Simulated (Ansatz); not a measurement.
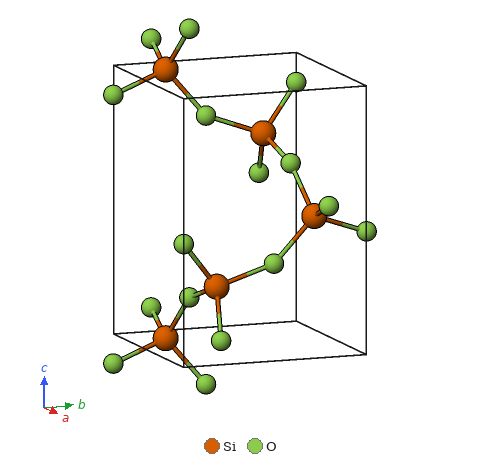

SiO2, space group P4_32_12 (No. 96), a = 5.084 Å, b = 5.084 Å, c = 7.097 Å, α = 90.00°, β = 90.00°, γ = 90.00°

| site | Wyckoff | x | y | z |
| --- | --- | --- | --- | --- |
| Si | 4a | 0.7939 | 0.7939 | 0.5000 |
| O | 8b | 0.2588 | 0.4065 | 0.8257 |

Origin: the end point of a relaxation with DFT, PBE, plane waves, PAW in Ansatz.

Q: Compute the Voronoi cell of each site (no radii): faces and volume.

A:
| site | faces above 1 % of the sphere | volume (Å³) | solid angle by neighbour (%) |
| --- | --- | --- | --- |
| Si | 4 | 7.40 | O 100 |
| O | 14 | 19.23 | Si 50 O 50 |

Weighted by multiplicity the volumes add up to the cell volume, 183.5 Å³.

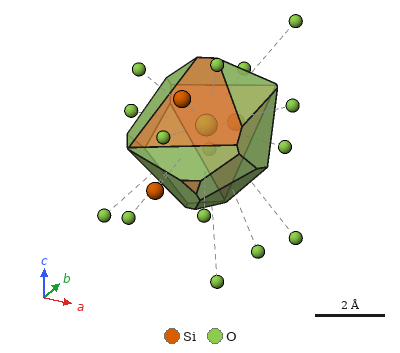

The computed Voronoi cell of O, with the neighbours that bound it.
